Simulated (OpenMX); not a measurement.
## TiTe₂: 7 runs along one coordinate

System: TiTe₂ (P-3m1, 3 atoms in the cell).
Method: Kohn-Sham DFT of a periodic cell, PBE, OpenMX 2013 PBE set, no spin polarisation (OpenMX 3.8.5).

The 7 runs differ only in the geometry, by an even scaling of the cell at fixed fractional positions. The structure derives from an entry of the Crystallography Open Database.

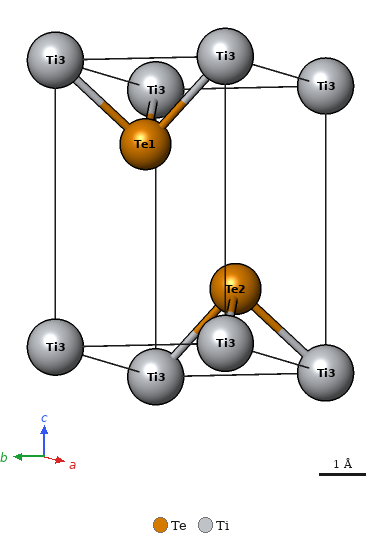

Figure 1. The structure of run 4 (ball-and-stick view of the cell of the calculation, seen at an oblique angle; atoms are numbered from 1 in the order of the input). An atom can appear more than once, as a periodic image.

### Input of run 4
```
System.CurrrentDirectory             ./
System.Name                          TiTe2
DATA.PATH                            ./DFT_DATA13
level.of.stdout                      1
level.of.fileout                     0
Species.Number                       2
<Definition.of.Atomic.Species
  Te  Te7.0-s3p2d2f1         Te_PBE13
  Ti  Ti7.0-s3p2d2           Ti_PBE13
Definition.of.Atomic.Species>

Atoms.Number                         3
Atoms.SpeciesAndCoordinates.Unit     FRAC
<Atoms.SpeciesAndCoordinates
    1  Te    0.3333333333    0.6666666667    0.7372000000   8.000  8.000
    2  Te    0.6666666667    0.3333333333    0.2628000000   8.000  8.000
    3  Ti    0.0000000000    0.0000000000    0.0000000000   6.000  6.000
Atoms.SpeciesAndCoordinates>

Atoms.UnitVectors.Unit               Ang
<Atoms.UnitVectors
     3.7770000000    0.0000000000    0.0000000000
    -1.8885000000    3.2709779501    0.0000000000
     0.0000000000    0.0000000000    6.4980000000
Atoms.UnitVectors>

scf.XcType                           GGA-PBE
scf.SpinPolarization                 off
scf.ElectronicTemperature            580.226
scf.energycutoff                     500.0
scf.maxIter                          100
scf.EigenvalueSolver                 band
scf.Kgrid                            9 9 5
scf.Mixing.Type                      rmm-diisk
scf.Init.Mixing.Weight               0.05
scf.Min.Mixing.Weight                0.001
scf.Max.Mixing.Weight                0.3
scf.Mixing.History                   25
scf.Mixing.StartPulay                8
scf.criterion                        1.0e-8
scf.stress.tensor                    on
MD.Type                              nomd
```

Command:
```bash
openmx TiTe2.dat -nt 1 > TiTe2.std
```

Run 6 has the same physical settings and fractional positions; its lattice vectors (Å) are:
```
   3.826703    0.000000    0.000000
  -1.913352    3.314022    0.000000
   0.000000    0.000000    6.583510
```

### Results, with one run withheld

| run | volume per atom (Å³) | free energy per atom, from the lowest run given (meV) |
| --- | --- | --- |
| 1 | 25.154 | 39.12 |
| 2 | 25.689 | 21.21 |
| 3 | 26.225 | 9.14 |
| 4 | 26.760 | 2.26 |
| 5 | 27.295 | 0.00 |
| 6 | 27.830 | ? |
| 7 | 28.365 | 7.73 |

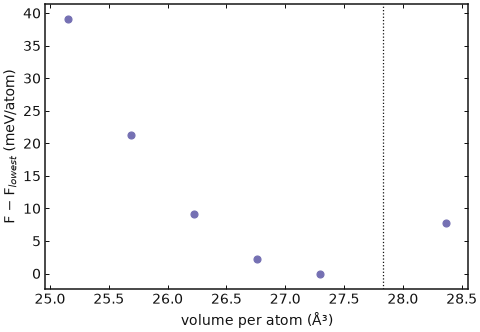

Figure 2. Free energy per atom of the runs given; the dotted line marks run 6.

Estimate the energy of run 6 from the others.

A cubic polynomial in V^(−2/3) (the Birch–Murnaghan form), fitted to the 6 runs given, misses them by at most 0.02 meV per atom. With x = V^(−2/3) − 0.11237 Å⁻², it reads F = 4.3887 + 4213 x + 1.0199e+06 x² + 2.0588e+06 x³ (meV per atom). At run 6 it gives 1.99 meV per atom, and the run itself gives 1.97. The fit has its minimum at 27.302 Å³ per atom, where V d²F/dV² gives 63.9 GPa. Cell shape and fractional positions are held, so this is the stiffness under even scaling; the relaxed bulk modulus wasn't computed and can be far lower in a crystal of layers, chains or molecules like this one.

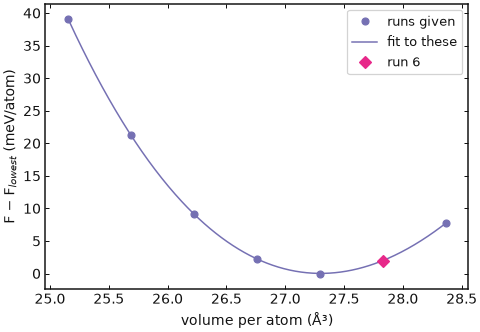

Figure 3. The fit and the withheld run.

### Some lines of the output (run 6)
```
[...]
  Cell_Volume =    563.422459314293 (Bohr^3)
        Total energy (Hartree) at MD = 1
   kloop=0
   kloop=1
   kloop=202
```

Notes: Points of doubt noted for this run: few d functions beyond semicore. With a small basis of atomic orbitals these values can differ much from converged plane-wave results.
